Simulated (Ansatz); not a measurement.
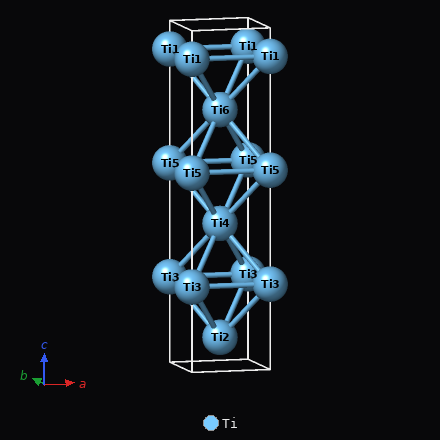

The system is Ti (Fm-3m, No. 225; 6 atoms in the cell); the picture shows the reference structure. Rigid slide and opening across a plane, one cut a cell; the plane is (0 0 1) of the conventional cell. First axis: slide along a1 + 0 a2 (2.907 Å). Second axis: opening across the cut. Nothing is relaxed (rigid halves). Grid: 10 × 6 points; 36 points were computed and 24 follow by symmetry. Points are written as (first, second). Energies: meV/Å², counted from the lowest grid point. These are results of DFT PBE, scalar-relativistic, plane waves, PAW in Ansatz 0.2.0, not measurements. Settings: cutoff 520 eV, k-mesh 15×15×4 in the order of the run's cell vectors, gaussian smearing 0.15 eV, no spin polarisation.

Its coordinates:

```xyz
6
Lattice="-2.0559 -2.0559 0.0000 2.0559 -2.0559 0.0000 0.0000 0.0000 12.3352" Properties=species:S:1:pos:R:3 pbc="T T T"
Ti    0.0000    0.0000   11.3070
Ti    0.0000   -2.0559    1.0277
Ti    0.0000    0.0000    3.0836
Ti    0.0000   -2.0559    5.1394
Ti    0.0000    0.0000    7.1953
Ti    0.0000   -2.0559    9.2512
```

The input of one point:

```yaml
crystal:
  lattice:
    - [-2.0558584512, -2.0558584512, 0.0]
    - [2.0558584512, -2.0558584512, 0.0]
    - [0.0, 0.0, 12.335150707]
  atoms:
    - { symbol: Ti, position: [0.0, 0.0, 0.0] }
    - { symbol: Ti, position: [0.5, 0.5, 0.1666666667] }
    - { symbol: Ti, position: [0.0, 0.0, 0.3333333333] }
    - { symbol: Ti, position: [0.5, 0.5, 0.5] }
    - { symbol: Ti, position: [0.0, 0.0, 0.6666666667] }
    - { symbol: Ti, position: [0.5, 0.5, 0.8333333333] }
basis:
  ecutwfc: 520.0
kpoints:
  mp_grid: { grid: [15, 15, 4] }
hamiltonian:
  xc: pbe
  pseudopotentials: { kind: paw, azcp: { folder: soft_1 } }
scf:
  occupations: { method: gaussian, width: 0.15 }
output:
  forces: true
  stress: true
  eigenvalues: true
  write_density: true
  write_potential: true
  elf: true
  volumetric_format: npy
```

Range: slide along a1 + 0 a2 (2.907 Å) from 0.0 to 0.9; opening across the cut from −0.25 to 2.80 Å.

> What will the energy surface look like?

The lowest grid point is at (0.0, 0.00 Å). It is the only kind of minimum in the scanned range. The highest grid point, (0.5, 2.80 Å), lies 177 meV/Å² above the lowest. On the interpolated surface the easiest way out of the lowest well to its copy in the next cell or period passes a barrier of about 46 meV/Å².

| second ↓, first → | 0/10 | 1/10 | 2/10 | 3/10 | 4/10 | 5/10 | 6/10 | 7/10 | 8/10 | 9/10 |
| --- | --- | --- | --- | --- | --- | --- | --- | --- | --- | --- |
| 2.80 | 177 | 177 | 177 | 177 | 177 | 177 | 177 | 177 | 177 | 177 |
| 1.50 | 94 | 94 | 95 | 96 | 97 | 98 | 97 | 96 | 95 | 94 |
| 0.80 | 35 | 37 | 40 | 44 | 49 | 51 | 49 | 44 | 40 | 37 |
| 0.35 | 12 | 15 | 24 | 34 | 45 | 50 | 45 | 34 | 24 | 15 |
| 0.00 | 0 | 7 | 27 | 52 | 74 | 83 | 74 | 52 | 27 | 7 |
| −0.25 | 14 | 25 | 56 | 95 | 130 | 144 | 130 | 95 | 56 | 25 |

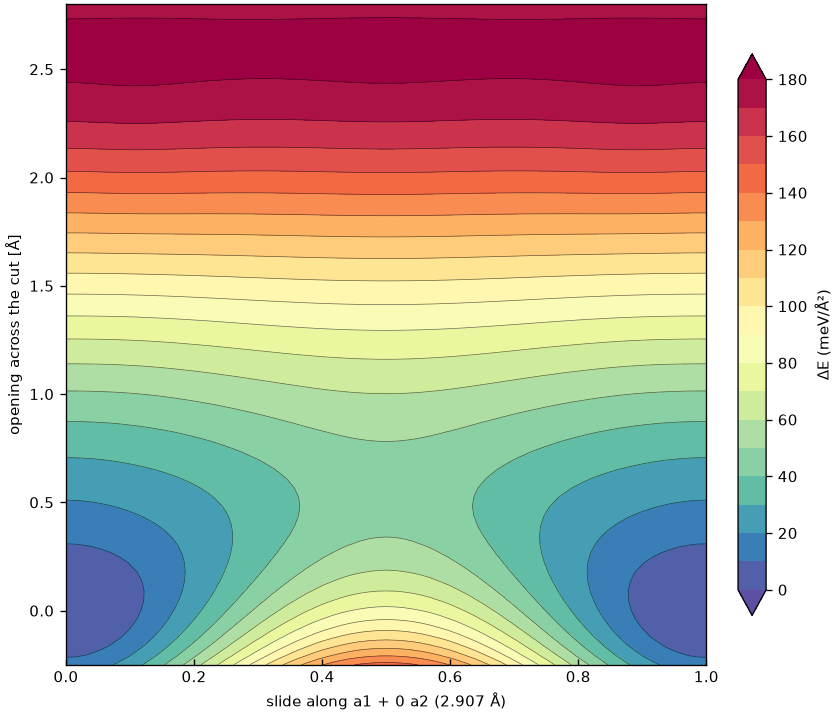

In the figure: filled contours, one colour for all values above the top of the scale. Between grid points the surface is interpolated.

The whole map (36 points run) took 22 min on 2 threads of Intel(R) Xeon(R) Platinum 8488C (Sapphire Rapids), on a shared host.
